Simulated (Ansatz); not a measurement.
System: MoS$_{2}$.

Input file:

```
crystal:
  lattice:
    - [1.6166824051, 0.9516038085, 6.1358029001]
    - [-1.5463183085, 0.9357888049, 6.1199878965]
    - [0.0214858534, -1.7955426634, 6.1141992034]
  atoms:
    - { symbol: Mo, position: [0.0, 0.0, 0.0] }
    - { symbol: S, position: [0.7484, 0.7484, 0.7484] }
    - { symbol: S, position: [0.5849, 0.5849, 0.5849] }
kpoints:
  mp_grid: { grid: [13, 13, 13] }
scf:
  occupations: { method: fermi_dirac, width: 0.05 }
hamiltonian:
  xc: pbe
  pseudopotentials: { kind: paw }
output:
  forces: true
  stress: true
  eigenvalues: true
  efg: { contact_densities: true }
  write_density: true
  write_potential: true
  elf: true
  volumetric_format: npy
```

Launched as:

```sh
ansatz run input.yaml --threads 1 --pin off --max-ram 4096MiB --backend cpu --events-out ev --progress --plain --runs-dir out
```

Below, planes, directions and counts refer to the conventional cell (a = 3.15 Å, b = 3.16 Å, c = 6.37 Å, α = 89.61°, β = 75.86°, γ = 60.43°).

Space group P1; changed on purpose from its base cell (equal xy, yz and zx shear strains of +1 %, PAW files); not relaxed (largest force 1.3 eV/Å); computed pressure about 9 GPa in this cell; computed without spin polarisation.

The calculation used DFT, PBE, PAW with Ansatz's default frozen-core files, scalar-relativistic (Ansatz 0.2.0).

**Predict the valence pseudo-density and electron localisation function between the atoms.**

Mo–S (2.35 Å): ρ at the midpoint is about 0.67 e/Å³; the ELF peaks at about 0.85 in the valence shell of S, 0.8 Å from its nucleus, and is about 0.45 at the midpoint.

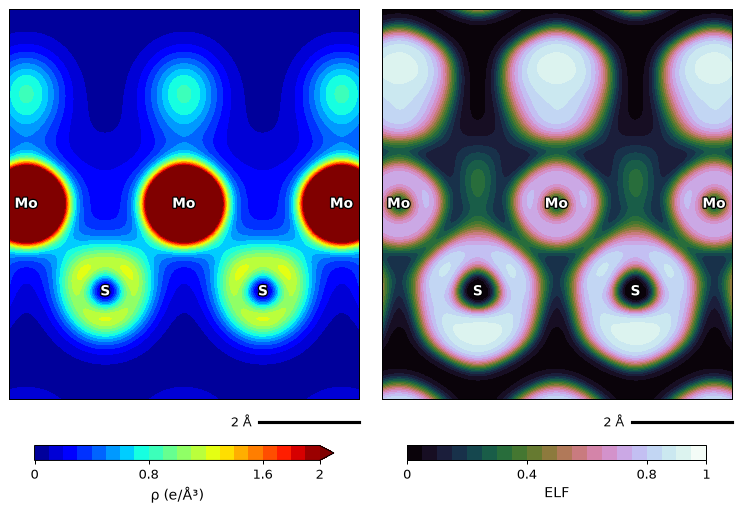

Computed valence pseudo-density and electron localisation function on the (011) plane of the conventional cell, in this order. Atoms just off the plane (S, 0.8 Å away) can leave unmarked features too.

In a PAW calculation such maps are meaningful between the atoms, not at the nuclei.
